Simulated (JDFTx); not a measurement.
Single-point calculation at one volume of an equation of state, with input and output: Ta3N

The run: single-point calculation at one volume of an equation of state of Ta3N (4 atoms in the cell). Method and program: Kohn-Sham DFT of a periodic cell, PBEsol, PseudoDojo-SR-PBEsol-0.4.1-standard, no spin polarisation (JDFTx 1.7.0 (patched build)).

The structure derives from a Materials Project entry. It belongs to a series of runs on one base structure; here: volume scaled by 1.02.

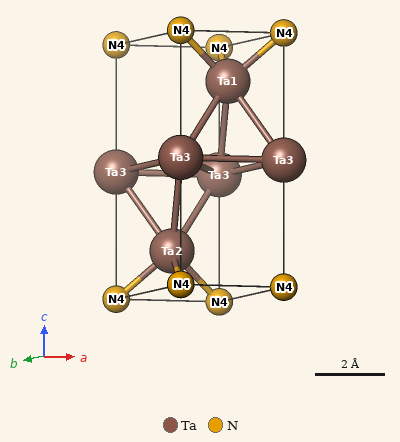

Figure 1. The structure (ball-and-stick view of the cell of the calculation, seen at an oblique angle; atoms are numbered from 1 in the order of the input). An atom can appear more than once, as a periodic image.

**The input**
```
lattice \
    5.7680214941    -2.8840107472     0.0000000000 \
    0.0000000000     4.9952531434     0.0000000000 \
    0.0000000000     0.0000000000    14.3127236358
coords-type Lattice
ion Ta     0.6666666667     0.3333333333     0.8260700000 1
ion Ta     0.3333333333     0.6666666667     0.1739300000 1
ion Ta     0.0000000000     0.0000000000     0.5000000000 1
ion N      0.0000000000     0.0000000000     0.0000000000 1

ion-species pseudo/Ta.upf
ion-species pseudo/N.upf
elec-cutoff 42 336
elec-ex-corr gga-PBEsol
kpoint-folding 10 10 4
elec-smearing Fermi 0.0018374661
elec-n-bands 30
electronic-SCF nIterations 100 energyDiffThreshold 1e-09
electronic-minimize nIterations 30 energyDiffThreshold 1e-7
forces-output-coords Cartesian

dump-name run.$VAR
dump End Ecomponents EigStats BandEigs Kpoints Forces Stress
```

Run on 1 thread of Intel Xeon (Granite Rapids), 32 GiB of memory available, shared host.

Launched with:
```bash
jdftx -c 1 -i Ta3N.in -o Ta3N.out
```

**Log**
```
*************** JDFTx 1.7.0 (patched build) ***************

Input parsed successfully to the following command list (including defaults):
[... the input with its defaults ...]

---------- Setting up symmetries ----------

Found 24 point-group symmetries of the bravais lattice
Found 12 space-group symmetries with basis
Applied RMS atom displacement 2.35479e-10 bohrs to make symmetries exact.

---------- Initializing the Grid ----------
R =
[      5.76802     -2.88401            0  ]
[            0      4.99525            0  ]
[            0            0      14.3127  ]
unit cell volume = 412.389
G =
[    1.08931   0.628916         -0  ]
[          0    1.25783          0  ]
[          0         -0   0.438993  ]
Minimum fftbox size, Smin = [  48  48  120  ]
Chosen fftbox size, S = [  48  48  120  ]

---------- Initializing tighter grid for wavefunction operations ----------
R =
[      5.76802     -2.88401            0  ]
[            0      4.99525            0  ]
[            0            0      14.3127  ]
unit cell volume = 412.389
G =
[    1.08931   0.628916         -0  ]
[          0    1.25783          0  ]
[          0         -0   0.438993  ]
Minimum fftbox size, Smin = [  36  36  84  ]
Chosen fftbox size, S = [  36  36  84  ]

---------- Exchange Correlation functional ----------
Initalized PBEsol GGA exchange.
Initalized PBEsol GGA correlation.

---------- Setting up pseudopotentials ----------
Width of ionic core gaussian charges (only for fluid interactions / plotting) set to 0

Reading pseudopotential file 'pseudo/Ta.upf':
  'Ta' pseudopotential, 'PBESOL' functional
  Generated using ONCVPSP code by D. R. Hamann
  13 valence electrons, 4 orbitals, 8 projectors, 1001 radial grid points, with lMax = 3
    5S    l: 0   occupation:  2.0   eigenvalue: -2.683866
    5P    l: 1   occupation:  6.0   eigenvalue: -1.448529
    5D    l: 2   occupation:  3.0   eigenvalue: -0.133056
    6S    l: 0   occupation:  2.0   eigenvalue: -0.201047
  Core radius for overlap checks: 2.22 bohrs.

Reading pseudopotential file 'pseudo/N.upf':
  'N' pseudopotential, 'PBESOL' functional
  Generated using ONCVPSP code by D. R. Hamann
  5 valence electrons, 2 orbitals, 4 projectors, 1001 radial grid points, with lMax = 1
    2S    l: 0   occupation:  2.0   eigenvalue: -0.678237
    2P    l: 1   occupation:  3.0   eigenvalue: -0.258576
  Core radius for overlap checks: 1.31 bohrs.

Initialized 2 species with 4 total atoms.

Folded 1 k-points by 10x10x4 to 400 k-points.

---------- Setting up k-points, bands, fillings ----------
Reduced to 50 k-points under symmetry.
Computing the number of bands and number of electrons
Calculating initial fillings.
nElectrons:  44.000000   nBands: 30   nStates: 50

----- Setting up reduced wavefunction bases (one per k-point) -----
average nbasis = 5361.268 , ideal nbasis = 5361.355

---------- Setting up ewald sum ----------
Optimum gaussian width for ewald sums = 2.356870 bohr.
Real space sum over 1183 unit cells with max indices [  6  6  3  ]
Reciprocal space sum over 2783 terms with max indices [  5  5  11  ]

---------- Allocating electronic variables ----------
Initializing wave functions:  linear combination of atomic orbitals
Ta pseudo-atom occupations:   s ( 2 2 )  p ( 6 )  d ( 3 )
N pseudo-atom occupations:   s ( 2 )  p ( 3 )
	FillingsUpdate:  mu: +0.684507133  nElectrons: 44.000000
LCAOMinimize: Iter:   0  F: -187.0671327674945701  |grad|_K:  4.344e-03  alpha:  1.000e+00
	FillingsUpdate:  mu: +0.699600272  nElectrons: 44.000000
LCAOMinimize: Iter:   1  F: -187.2190560385259062  |grad|_K:  1.770e-03  alpha:  2.090e-01  linmin: -8.437e-02  cgtest:  3.203e-01
	FillingsUpdate:  mu: +0.691957574  nElectrons: 44.000000
[... 12 lines of inner loops ...]
LCAOMinimize: Iter:   8  F: -187.2309326685926578  |grad|_K:  1.731e-06  alpha:  1.624e-01  linmin: -4.882e-04  cgtest:  1.387e-02
	FillingsUpdate:  mu: +0.695025929  nElectrons: 44.000000
LCAOMinimize: Iter:   9  F: -187.2309326930605664  |grad|_K:  4.953e-07  alpha:  2.667e-01  linmin:  3.482e-04  cgtest: -3.490e-03
LCAOMinimize: Converged (|Delta F|<1.000000e-06 for 2 iters).

-------- Electronic minimization -----------
Will mix electronic density at each iteration.
	FillingsUpdate:  mu: +0.695025929  nElectrons: 44.000000
	FillingsUpdate:  mu: +0.679253290  nElectrons: 44.000000
SCF: Cycle:  0   F: -187.392583138397299   dF: -1.617e-01   |Residual|: 1.402e-01   |deigs|: 1.097e-02
	FillingsUpdate:  mu: +0.672001742  nElectrons: 44.000000
SCF: Cycle:  1   F: -187.403038637617129   dF: -1.046e-02   |Residual|: 6.677e-02   |deigs|: 1.577e-02
	FillingsUpdate:  mu: +0.666168692  nElectrons: 44.000000
SCF: Cycle:  2   F: -187.406058558974536   dF: -3.020e-03   |Residual|: 1.451e-02   |deigs|: 1.298e-02
	FillingsUpdate:  mu: +0.665704674  nElectrons: 44.000000
SCF: Cycle:  3   F: -187.406139995777039   dF: -8.144e-05   |Residual|: 7.199e-03   |deigs|: 9.080e-04
	FillingsUpdate:  mu: +0.666034029  nElectrons: 44.000000
SCF: Cycle:  4   F: -187.406084882951546   dF: +5.511e-05   |Residual|: 3.398e-03   |deigs|: 1.058e-03
	FillingsUpdate:  mu: +0.666034163  nElectrons: 44.000000
SCF: Cycle:  5   F: -187.406195929693268   dF: -1.110e-04   |Residual|: 1.239e-03   |deigs|: 3.831e-04
	FillingsUpdate:  mu: +0.665874431  nElectrons: 44.000000
SCF: Cycle:  6   F: -187.406197538365461   dF: -1.609e-06   |Residual|: 4.686e-04   |deigs|: 3.859e-04
	FillingsUpdate:  mu: +0.665913330  nElectrons: 44.000000
SCF: Cycle:  7   F: -187.406198001954351   dF: -4.636e-07   |Residual|: 1.188e-04   |deigs|: 8.265e-05
	FillingsUpdate:  mu: +0.665920803  nElectrons: 44.000000
SCF: Cycle:  8   F: -187.406198193923899   dF: -1.920e-07   |Residual|: 2.149e-05   |deigs|: 2.535e-05
	FillingsUpdate:  mu: +0.665918004  nElectrons: 44.000000
SCF: Cycle:  9   F: -187.406198285978263   dF: -9.205e-08   |Residual|: 1.904e-05   |deigs|: 1.497e-05
	FillingsUpdate:  mu: +0.665919110  nElectrons: 44.000000
SCF: Cycle: 10   F: -187.406198321010379   dF: -3.503e-08   |Residual|: 7.021e-06   |deigs|: 1.049e-05
	FillingsUpdate:  mu: +0.665919745  nElectrons: 44.000000
SCF: Cycle: 11   F: -187.406198335781454   dF: -1.477e-08   |Residual|: 3.547e-06   |deigs|: 9.038e-06
	FillingsUpdate:  mu: +0.665919562  nElectrons: 44.000000
SCF: Cycle: 12   F: -187.406198342340844   dF: -6.559e-09   |Residual|: 1.199e-06   |deigs|: 1.034e-05
	FillingsUpdate:  mu: +0.665919509  nElectrons: 44.000000
SCF: Cycle: 13   F: -187.406198344942709   dF: -2.602e-09   |Residual|: 5.841e-07   |deigs|: 9.161e-06
	FillingsUpdate:  mu: +0.665919536  nElectrons: 44.000000
SCF: Cycle: 14   F: -187.406198345833047   dF: -8.903e-10   |Residual|: 3.012e-07   |deigs|: 8.454e-06
	FillingsUpdate:  mu: +0.665919541  nElectrons: 44.000000
SCF: Cycle: 15   F: -187.406198346253348   dF: -4.203e-10   |Residual|: 5.272e-07   |deigs|: 9.996e-06
SCF: Converged (|Delta E|<1.000000e-09 for 2 iters).

Setting wave functions to eigenvectors of Hamiltonian

# Stress tensor in Cartesian coordinates [Eh/a0^3]:
[  0.000429033 -1.28832e-14            0  ]
[ -1.28832e-14  0.000429033            0  ]
[            0            0  0.000413603  ]

# Ionic positions in lattice coordinates:
ion Ta   0.666666666666667   0.333333333333333   0.826070000000000 1
ion Ta   0.333333333333333   0.666666666666667   0.173930000000000 1
ion Ta   0.000000000000000   0.000000000000000   0.500000000000000 1
ion N   0.000000000000000   0.000000000000000   0.000000000000000 1

# Forces in Cartesian coordinates:
force Ta   0.000000000000000  -0.000000000000000   0.009836307164378 1
force Ta  -0.000000000000000  -0.000000000000000  -0.009836307164376 1
force Ta   0.000000000000000   0.000000000000000   0.000000000000000 1
force N   0.000000000000000   0.000000000000000   0.000000000000000 1

# Energy components:
   Eewald =     -154.5814295418419704
       EH =       25.6396538601405837
     Eloc =     -100.4780869564809649
      Enl =       12.6560102546549036
      Exc =      -47.0635183615526458
 Exc_core =       18.2518864398148892
       KE =       58.1702237702681515
-------------------------------------
     Etot =     -187.4052605349970690
       TS =        0.0009378112562665
-------------------------------------
        F =     -187.4061983462533476

IonicMinimize: Iter:   0  F: -187.406198346253348  |grad|_K:  4.016e-03
IonicMinimize: None of the convergence criteria satisfied after 0 iterations.

#--- Lowdin population analysis ---
# oxidation-state Ta +0.395 +0.395 +0.184
# oxidation-state N -0.650

Dumping 'run.eigStats' ...
	eMin: -1.846134 at state 0 ( [ +0.000000 +0.000000 +0.000000 ] spin 0 )
	HOMO: +0.665498 at state 7 ( [ +0.000000 +0.200000 +0.000000 ] spin 0 )
	mu  : +0.665920
	LUMO: +0.665928 at state 37 ( [ +0.200000 +0.200000 +0.000000 ] spin 0 )
	eMax: +0.868891 at state 19 ( [ +0.000000 +0.500000 +0.000000 ] spin 0 )
	HOMO-LUMO gap: +0.000429
	Optical gap  : +0.009859 at state 4 ( [ +0.000000 +0.100000 +0.250000 ] spin 0 )
Done!
```

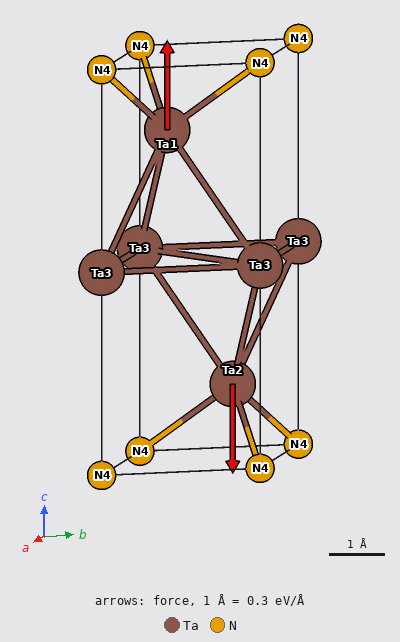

Figure 2. Forces on the atoms as red arrows (ball-and-stick view of the cell of the calculation, seen slightly off an axis; atoms are numbered from 1 in the order of the input). The largest act on Ta1, Ta2 (0.51 eV/Å). The geometry is not a stationary point of this energy.

**Key numbers**

- outcome: converged
- space group (tolerance 0.01 Å): P-3m1 (164)
- electrons treated: 44
- free energy: −5099.5824 eV
- Fermi energy: 18.121 eV
- gap on the k-point mesh: none (metallic)
- pressure: −12.47 GPa
- largest force (length of the vector): 0.506 eV/Å
- wall time: 3.9 min
- peak memory: 0.64 GiB

**Remarks**

Spin–orbit coupling is left out, which matters for Ta. The cell is under a tension of 12.5 GPa at this level, so it is not at its equilibrium volume.
